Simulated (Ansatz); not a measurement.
**AlGaN2: geometry relaxation (part 1 of 2)**

- system: AlGaN2 (P-4m2, 4 atoms in the cell)
- method: DFT LDA, scalar-relativistic, plane waves, PAW, no spin polarisation (Ansatz 0.2.0)

The structure derives from a Materials Project entry. Figures and captions count atoms from 1; the log counts them from 0 in places.

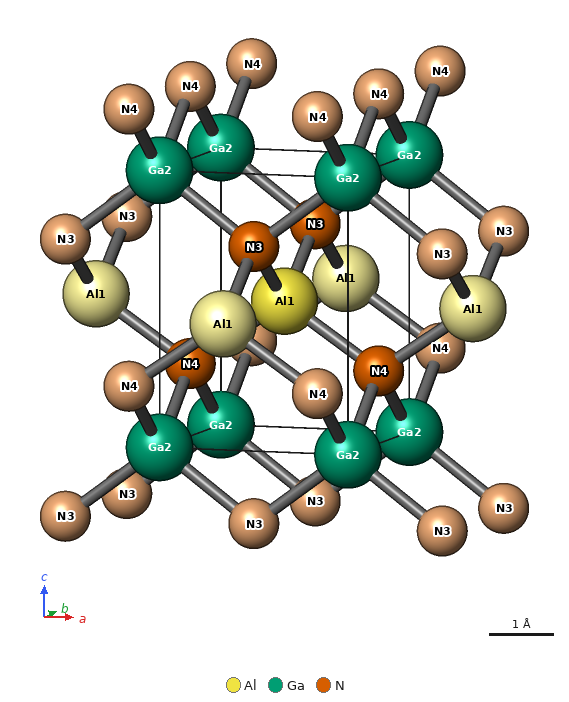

Fig. 1: The starting structure (ball-and-stick view of the cell of the calculation, seen slightly off an axis; neighbours outside the cell are drawn fainter; atoms are numbered from 1 in the order of the input). An atom can appear more than once, as a periodic image. Near neighbours in the periodic cell (some may lie outside the picture): Al has 4 N at 1.89 Å; Ga has 4 N at 1.95 Å; N has 2 Al at 1.89 Å and 2 Ga at 1.95 Å.

**Input file**
```yaml
crystal:
  lattice:
    - [3.1408770487, 0.0, 0.0]
    - [0.0, 3.1408770487, 0.0]
    - [0.0, 0.0, 4.42383794]
  atoms:
    - { symbol: Al, position: [0.5, 0.5, 0.5] }
    - { symbol: Ga, position: [0.0, 0.0, 0.0] }
    - { symbol: "N", position: [0.5, 0.0, 0.73826481] }
    - { symbol: "N", position: [0.0, 0.5, 0.26173519] }
basis:
  ecutwfc: 420
kpoints:
  mp_grid: { grid: [8, 8, 6] }
hamiltonian:
  xc: lda
scf:
  occupations: { method: gaussian, width: 0.02 }
output:
  forces: true
  stress: true
  eigenvalues: true
  write_density: true
  write_potential: true
  elf: true
  volumetric_format: npy
relax:
  adjacent_minimum: "off"
  f_tol: 0.005
  max_steps: 80
  cell: { stress_tol: 0.05 }
```

Run as:
```bash
ansatz run input.yaml --threads 2 --pin off --max-ram 5120MiB --backend cpu --events-out ev --progress --plain --runs-dir out
```

**What the program printed**
```
Engine: ansatz 0.2.0, x86_64-unknown-linux-gnu
Pseudopotentials: kind: paw
Pseudopotential: Al, paw, valence charge 3, recommended cutoff 420 eV (normal), Al.paw.azcp
Pseudopotential: Ga, paw, valence charge 13, recommended cutoff 420 eV (normal), Ga.paw.azcp
Pseudopotential: N, paw, valence charge 5, recommended cutoff 420 eV (normal), N.paw.azcp
Functional definition: SPW92
  exchange = slater_x
  correlation = pw_c
Crystal: 4 atoms, lattice volume = 43.642 Å³
Basis set: ecut = 420 eV, 855 PW (Γ)
Bands: 17, of which v1, the nominal top of the filled ones, is band 13 counted from 1 (12 counted from 0)
Symmetry: 8 space group operations
Space group: P-4m2 (ITA 115), of the structure as read, at distance tolerance 3.5e-5 Å
k-points: 60 of 384 (time reversal used)
Non-local potential: Al, projectors of the file, l = 0: 2, l = 1: 2, l = 2: 1
Non-local potential: Ga, projectors of the file, l = 0: 2, l = 1: 2, l = 2: 3, l = 3: 1
Non-local potential: N, projectors of the file, l = 0: 2, l = 1: 2, l = 2: 1
PAW form: soft (Blöchl's): semilocal exchange-correlation on the pseudo side does not see the compensation charge
PAW frozen core: Al, regenerated for the run's functional, and the local potential with it (the file was generated under x = pbe(κ = 0.804, μ = 0.2195149727645171), c = pbe(β = 0.06672455060314922))
PAW frozen core: Ga, regenerated for the run's functional, and the local potential with it (the file was generated under x = pbe(κ = 0.804, μ = 0.2195149727645171), c = pbe(β = 0.06672455060314922))
PAW frozen core: N, regenerated for the run's functional, and the local potential with it (the file was generated under x = pbe(κ = 0.804, μ = 0.2195149727645171), c = pbe(β = 0.06672455060314922))
PAW one-centre angular grid: Al, 110 points (default); XC on 64 Gauss nodes
PAW one-centre angular grid: Ga, 590 points (default); XC on 64 Gauss nodes
PAW one-centre angular grid: N, 110 points (default); XC on 64 Gauss nodes
Initial density: superposition of atomic densities (neutral atoms: chi_scale 0, normalization atom), corrected by the library's trained network
Initial wavefunctions: pseudopotential atomic-orbital guess
Functional: x = slater, c = lda
SCF iter   1: F=—  HF=-4971.889880 eV  |F-HF|=—  |Δ(HF+E_count)|=         —  Δρ=1.14e-2  dr2=5.72e-2  ethr=1.77e-3  ⟨swp⟩=5.9  Hψ=5237  notcnv=0
preconditioner: auto → none  [insulator: Δε(μ)=2.767 eV  Ē_g=15.532 eV  σ=0.020 eV  W_gap=1.00  n_scr=14 (ndim 8)  ℏωp=28.7 eV  f_vac=0.000  D(μ)=0.00/eV (n_scr^D=0)  ε∞_Penn≈4.4]
SCF iter   2: F=—  HF=-4971.873767 eV  |F-HF|=—  |Δ(HF+E_count)|=   1.61e-2  Δρ=2.97e-3  dr2=2.51e-3  ethr=2.20e-4  ⟨swp⟩=2.8  Hψ=2107  notcnv=0
SCF iter   3: F=—  HF=-4971.872929 eV  |F-HF|=—  |Δ(HF+E_count)|=   8.38e-4  Δρ=1.12e-3  dr2=1.88e-4  ethr=9.65e-6  ⟨swp⟩=2.4  Hψ=1701  notcnv=0
SCF iter   4: F=—  HF=-4971.872872 eV  |F-HF|=—  |Δ(HF+E_count)|=   5.63e-5  Δρ=2.07e-4  dr2=1.88e-5  ethr=7.23e-7  ⟨swp⟩=2.7  Hψ=1772  notcnv=0
SCF iter   5: F=—  HF=-4971.872856 eV  |F-HF|=—  |Δ(HF+E_count)|=   1.59e-5  Δρ=3.38e-5  dr2=2.91e-7  ethr=7.24e-8  ⟨swp⟩=2.0  Hψ=1787  notcnv=0
SCF iter   6: F=-4971.872856 eV  HF=-4971.872856 eV  |F-HF|=1.11e-8  |Δ(HF+E_count)|=   3.09e-8  Δρ=4.79e-6  dr2=1.51e-8  ethr=3.85e-10  ⟨swp⟩=8.0  Hψ=6700  notcnv=0
SCF 1 converged in 6 iterations: F = -4971.872856 eV  dr2 = 1.51e-8
  greatest PAW one-centre occupation: 0.996 electrons in one spin orbital (limit 2), on the Ga atom at site 1 (counted from 0), in its partial waves of l = 2
relax step   1: F+E_penalty+E_count = -4971.87285636 eV  Δ(F+E_penalty+E_count) = +0.000e0 eV  max|allowed force component| = 1.967e-1 eV/Å  Δτ_max = 0.0000 Å  P = -4.971 GPa  Ω = 43.642 Å³  (6 SCF iters, dr2 threshold 1.00e-7 eV, accepted)
Crystal: 4 atoms, lattice volume = 43.026 Å³
Initial density: handed on by an earlier stage of this run
Initial wavefunctions: those handed on with the density
iter 1 solved again at ethr=1.89e-5 eV; its pass at ethr=3.10e-3 eV (dr2=4.91e-3 eV) is discarded
SCF iter   1: F=—  HF=-4971.892102 eV  |F-HF|=—  |Δ(HF+E_count)|=         —  Δρ=3.25e-3  dr2=5.01e-3  ethr=1.89e-5  ⟨swp⟩=1.0  Hψ=5139  notcnv=0
preconditioner: auto → none  [insulator: Δε(μ)=2.994 eV  Ē_g=15.685 eV  σ=0.020 eV  W_gap=1.00  n_scr=14 (ndim 8)  ℏωp=28.9 eV  f_vac=0.000  D(μ)=0.00/eV (n_scr^D=0)  ε∞_Penn≈4.4]
SCF iter   2: F=—  HF=-4971.890614 eV  |F-HF|=—  |Δ(HF+E_count)|=   1.49e-3  Δρ=5.07e-4  dr2=1.28e-4  ethr=1.89e-5  ⟨swp⟩=2.0  Hψ=1613  notcnv=0
SCF iter   3: F=—  HF=-4971.890570 eV  |F-HF|=—  |Δ(HF+E_count)|=   4.42e-5  Δρ=1.97e-4  dr2=1.06e-5  ethr=4.93e-7  ⟨swp⟩=2.3  Hψ=1500  notcnv=0
SCF iter   4: F=—  HF=-4971.890567 eV  |F-HF|=—  |Δ(HF+E_count)|=   3.35e-6  Δρ=6.84e-5  dr2=1.44e-6  ethr=4.06e-8  ⟨swp⟩=2.1  Hψ=1736  notcnv=0
iter 5 did not close the SCF: its close was put off for the readings that it lacked (scf_convergence_deferred on its scf_iter line)
SCF iter   5: F=-4971.890566 eV  HF=-4971.890566 eV  |F-HF|=1.10e-8  |Δ(HF+E_count)|=   1.06e-6  Δρ=1.06e-5  dr2=2.55e-8  ethr=5.55e-9  ⟨swp⟩=2.0  Hψ=1783  notcnv=0
SCF iter   6: F=-4971.890566 eV  HF=-4971.890566 eV  |F-HF|=4.47e-10  |Δ(HF+E_count)|=   4.15e-9  Δρ=2.95e-6  dr2=1.85e-9  ethr=9.82e-11  ⟨swp⟩=4.8  Hψ=5846  notcnv=0
SCF 2 converged in 6 iterations: F = -4971.890566 eV  dr2 = 1.85e-9
relax step   2: F+E_penalty+E_count = -4971.89056564 eV  Δ(F+E_penalty+E_count) = -1.771e-2 eV  max|allowed force component| = 7.149e-2 eV/Å  Δτ_max = 0.0051 Å  P = -2.174 GPa  Ω = 43.026 Å³  energy of the carried Pulay correction = +2.521e-3 eV  (6 SCF iters, dr2 threshold 4.00e-7 eV, accepted)
Crystal: 4 atoms, lattice volume = 42.562 Å³
Basis set: ecut = 420 eV, 847 PW (Γ)
iter 1 solved again at ethr=1.10e-5 eV; its pass at ethr=3.10e-3 eV (dr2=2.86e-3 eV) is discarded
SCF iter   1: F=—  HF=-4971.896653 eV  |F-HF|=—  |Δ(HF+E_count)|=         —  Δρ=2.50e-3  dr2=2.92e-3  ethr=1.10e-5  ⟨swp⟩=1.0  Hψ=5136  notcnv=0
preconditioner: auto → none  [insulator: Δε(μ)=3.072 eV  Ē_g=15.764 eV  σ=0.020 eV  W_gap=1.00  n_scr=14 (ndim 8)  ℏωp=29.0 eV  f_vac=0.000  D(μ)=0.00/eV (n_scr^D=0)  ε∞_Penn≈4.4]
SCF iter   2: F=—  HF=-4971.895784 eV  |F-HF|=—  |Δ(HF+E_count)|=   8.69e-4  Δρ=3.92e-4  dr2=7.58e-5  ethr=1.10e-5  ⟨swp⟩=2.0  Hψ=1592  notcnv=0
SCF iter   3: F=—  HF=-4971.895757 eV  |F-HF|=—  |Δ(HF+E_count)|=   2.68e-5  Δρ=1.48e-4  dr2=6.01e-6  ethr=2.91e-7  ⟨swp⟩=2.1  Hψ=1436  notcnv=0
SCF iter   4: F=—  HF=-4971.895755 eV  |F-HF|=—  |Δ(HF+E_count)|=   1.95e-6  Δρ=5.10e-5  dr2=8.44e-7  ethr=2.31e-8  ⟨swp⟩=2.0  Hψ=1736  notcnv=0
iter 5 did not close the SCF: its close was put off for the readings that it lacked (scf_convergence_deferred on its scf_iter line)
SCF iter   5: F=-4971.895755 eV  HF=-4971.895755 eV  |F-HF|=7.59e-9  |Δ(HF+E_count)|=   6.42e-7  Δρ=8.13e-6  dr2=1.54e-8  ethr=3.25e-9  ⟨swp⟩=2.0  Hψ=1789  notcnv=0
SCF iter   6: F=-4971.895755 eV  HF=-4971.895755 eV  |F-HF|=3.00e-10  |Δ(HF+E_count)|=   2.73e-9  Δρ=2.20e-6  dr2=1.05e-9  ethr=5.90e-11  ⟨swp⟩=4.8  Hψ=5643  notcnv=0
SCF 3 converged in 6 iterations: F = -4971.895755 eV  dr2 = 1.05e-9
relax step   3: F+E_penalty+E_count = -4971.89575454 eV  Δ(F+E_penalty+E_count) = -5.189e-3 eV  max|allowed force component| = 7.436e-3 eV/Å  Δτ_max = 0.0031 Å  P = +0.078 GPa  Ω = 42.562 Å³  energy of the carried Pulay correction = +4.445e-3 eV  (6 SCF iters, dr2 threshold 4.00e-7 eV, accepted)
Crystal: 4 atoms, lattice volume = 42.578 Å³
iter 1 solved again at ethr=1.61e-8 eV; its pass at ethr=3.10e-3 eV (dr2=4.19e-6 eV) is discarded
SCF iter   1: F=—  HF=-4971.895695 eV  |F-HF|=—  |Δ(HF+E_count)|=         —  Δρ=9.57e-5  dr2=4.28e-6  ethr=1.61e-8  ⟨swp⟩=1.5  Hψ=5213  notcnv=0
preconditioner: auto → none  [insulator: Δε(μ)=3.049 eV  Ē_g=15.752 eV  σ=0.020 eV  W_gap=1.00  n_scr=14 (ndim 8)  ℏωp=29.0 eV  f_vac=0.000  D(μ)=0.00/eV (n_scr^D=0)  ε∞_Penn≈4.4]
SCF iter   2: F=—  HF=-4971.895694 eV  |F-HF|=—  |Δ(HF+E_count)|=   1.28e-6  Δρ=1.53e-5  dr2=9.92e-8  ethr=1.61e-8  ⟨swp⟩=2.0  Hψ=1388  notcnv=0
iter 3 did not close the SCF: its close was put off for the readings that it lacked (scf_convergence_deferred on its scf_iter line)
SCF iter   3: F=-4971.895694 eV  HF=-4971.895694 eV  |F-HF|=5.84e-9  |Δ(HF+E_count)|=   3.12e-8  Δρ=6.10e-6  dr2=9.39e-9  ethr=3.81e-10  ⟨swp⟩=2.4  Hψ=1690  notcnv=0
iter 4 did not close the SCF: its close was put off for the readings that it lacked (scf_convergence_deferred on its scf_iter line)
SCF iter   4: F=-4971.895694 eV  HF=-4971.895694 eV  |F-HF|=1.76e-9  |Δ(HF+E_count)|=   2.68e-9  Δρ=2.21e-6  dr2=1.20e-9  ethr=3.61e-11  ⟨swp⟩=2.6  Hψ=1840  notcnv=0
iter 5 did not close the SCF: its close was put off for the readings that it lacked (scf_convergence_deferred on its scf_iter line)
SCF iter   5: F=-4971.895694 eV  HF=-4971.895694 eV  |F-HF|=1.00e-11  |Δ(HF+E_count)|=  6.80e-10  Δρ=3.99e-7  dr2=2.97e-11  ethr=4.62e-12  ⟨swp⟩=2.0  Hψ=1777  notcnv=0
SCF iter   6: F=-4971.895694 eV  HF=-4971.895694 eV  |F-HF|=0.00e0  |Δ(HF+E_count)|=  9.09e-13  Δρ=9.45e-8  dr2=1.54e-12  ethr=1.00e-12  ⟨swp⟩=4.0  Hψ=4510  notcnv=0
SCF 4 converged in 6 iterations: F = -4971.895694 eV  dr2 = 1.54e-12
relax step   4: F+E_penalty+E_count = -4971.89569359 eV  Δ(F+E_penalty+E_count) = +6.094e-5 eV  max|allowed force component| = 4.850e-4 eV/Å  Δτ_max = 0.0003 Å  P = -0.003 GPa  Ω = 42.578 Å³  energy of the carried Pulay correction = +4.378e-3 eV  (6 SCF iters, accepted)
Initial wavefunctions: pseudopotential atomic-orbital guess (no wavefunctions were taken with the density)
iter 1 solved again at ethr=3.30e-8 eV; its pass at ethr=3.10e-3 eV (dr2=8.58e-6 eV) is discarded
SCF iter   1: F=—  HF=-4971.891780 eV  |F-HF|=—  |Δ(HF+E_count)|=         —  Δρ=1.65e-4  dr2=1.78e-6  ethr=3.30e-8  ⟨swp⟩=3.0  Hψ=8250  notcnv=0
preconditioner: auto → none  [insulator: Δε(μ)=3.050 eV  Ē_g=15.752 eV  σ=0.020 eV  W_gap=1.00  n_scr=14 (ndim 8)  ℏωp=29.0 eV  f_vac=0.000  D(μ)=0.00/eV (n_scr^D=0)  ε∞_Penn≈4.4]
SCF iter   2: F=—  HF=-4971.891782 eV  |F-HF|=—  |Δ(HF+E_count)|=   2.31e-6  Δρ=7.78e-5  dr2=3.47e-7  ethr=6.84e-9  ⟨swp⟩=2.5  Hψ=1606  notcnv=0
SCF iter   3: F=—  HF=-4971.891782 eV  |F-HF|=—  |Δ(HF+E_count)|=   1.94e-7  Δρ=1.45e-5  dr2=1.70e-8  ethr=1.34e-9  ⟨swp⟩=2.1  Hψ=1804  notcnv=0
SCF iter   4: F=—  HF=-4971.891782 eV  |F-HF|=—  |Δ(HF+E_count)|=   2.22e-9  Δρ=2.96e-6  dr2=1.63e-9  ethr=6.52e-11  ⟨swp⟩=2.0  Hψ=1794  notcnv=0
SCF iter   5: F=—  HF=-4971.891782 eV  |F-HF|=—  |Δ(HF+E_count)|=   1.33e-9  Δρ=7.92e-7  dr2=7.78e-11  ethr=6.25e-12  ⟨swp⟩=2.0  Hψ=1774  notcnv=0
SCF iter   6: F=-4971.891782 eV  HF=-4971.891782 eV  |F-HF|=3.64e-12  |Δ(HF+E_count)|=  1.55e-11  Δρ=1.19e-7  dr2=6.03e-12  ethr=1.00e-12  ⟨swp⟩=5.0  Hψ=4154  notcnv=0
SCF 5 converged in 6 iterations: F = -4971.891782 eV  dr2 = 6.03e-12
relax step   5: F+E_penalty+E_count = -4971.89178237 eV  Δ(F+E_penalty+E_count) = +3.911e-3 eV  max|allowed force component| = 1.069e-3 eV/Å  Δτ_max = 0.0000 Å  P = -0.141 GPa  Ω = 42.578 Å³  stress off target by 1.47e-1 GPa  SCF on the basis re-selected at this cell (its energy is not comparable with the rows above)  (6 SCF iters)
basis re-selected at this cell: Δ(F+E_penalty+E_count) = +3.911e-3 eV, ΔP = -0.139 GPa vs the last step (what re-selecting the basis moved, of the pressure what is left beyond the Pulay correction that the steps carried, after the strain that the cell walked since its last selection, with what the two solves' SCF thresholds leave and, on support functions, any second-order correction that the steps lacked; it is no measure of the basis error at this ecutwfc). This SCF's stress stands 1.47e-1 GPa from its target on what of the cell is left free (relax.cell.stress_tol is 5.00e-2 GPa) and its largest allowed force component is 1.07e-3 eV/Å (relax.f_tol is 5.00e-3 eV/Å): not within both, so this SCF does not close the relaxation
Crystal: 4 atoms, lattice volume = 42.550 Å³
iter 1 solved again at ethr=3.93e-8 eV; its pass at ethr=3.10e-3 eV (dr2=1.02e-5 eV) is discarded
SCF iter   1: F=—  HF=-4971.891915 eV  |F-HF|=—  |Δ(HF+E_count)|=         —  Δρ=1.47e-4  dr2=1.04e-5  ethr=3.93e-8  ⟨swp⟩=1.0  Hψ=4890  notcnv=0
preconditioner: auto → none  [insulator: Δε(μ)=3.056 eV  Ē_g=15.757 eV  σ=0.020 eV  W_gap=1.00  n_scr=14 (ndim 8)  ℏωp=29.0 eV  f_vac=0.000  D(μ)=0.00/eV (n_scr^D=0)  ε∞_Penn≈4.4]
SCF iter   2: F=—  HF=-4971.891912 eV  |F-HF|=—  |Δ(HF+E_count)|=   3.13e-6  Δρ=2.51e-5  dr2=3.04e-7  ethr=3.93e-8  ⟨swp⟩=2.0  Hψ=1382  notcnv=0
iter 3 did not close the SCF: its close was put off for the readings that it lacked (scf_convergence_deferred on its scf_iter line)
SCF iter   3: F=-4971.891912 eV  HF=-4971.891912 eV  |F-HF|=1.17e-8  |Δ(HF+E_count)|=   1.14e-7  Δρ=8.43e-6  dr2=1.92e-8  ethr=1.17e-9  ⟨swp⟩=2.1  Hψ=1371  notcnv=0
iter 4 did not close the SCF: its close was put off for the readings that it lacked (scf_convergence_deferred on its scf_iter line)
SCF iter   4: F=-4971.891912 eV  HF=-4971.891912 eV  |F-HF|=6.68e-9  |Δ(HF+E_count)|=   6.34e-9  Δρ=2.90e-6  dr2=2.98e-9  ethr=7.37e-11  ⟨swp⟩=2.0  Hψ=1765  notcnv=0
iter 5 did not close the SCF: its close was put off for the readings that it lacked (scf_convergence_deferred on its scf_iter line)
SCF iter   5: F=-4971.891912 eV  HF=-4971.891912 eV  |F-HF|=1.73e-11  |Δ(HF+E_count)|=   2.45e-9  Δρ=4.01e-7  dr2=4.32e-11  ethr=1.15e-11  ⟨swp⟩=2.0  Hψ=1790  notcnv=0
SCF iter   6: F=-4971.891912 eV  HF=-4971.891912 eV  |F-HF|=1.82e-12  |Δ(HF+E_count)|=  4.55e-12  Δρ=7.78e-8  dr2=2.42e-12  ethr=1.00e-12  ⟨swp⟩=4.0  Hψ=4547  notcnv=0
SCF 6 converged in 6 iterations: F = -4971.891912 eV  dr2 = 2.42e-12
relax step   6: F+E_penalty+E_count = -4971.89191157 eV  Δ(F+E_penalty+E_count) = -1.292e-4 eV  max|allowed force component| = 5.526e-4 eV/Å  Δτ_max = 0.0000 Å  P = -0.004 GPa  Ω = 42.550 Å³  energy of the carried Pulay correction = +1.164e-4 eV  (6 SCF iters, accepted)
iter 1 solved again at ethr=3.77e-8 eV; its pass at ethr=3.10e-3 eV (dr2=9.81e-6 eV) is discarded
```
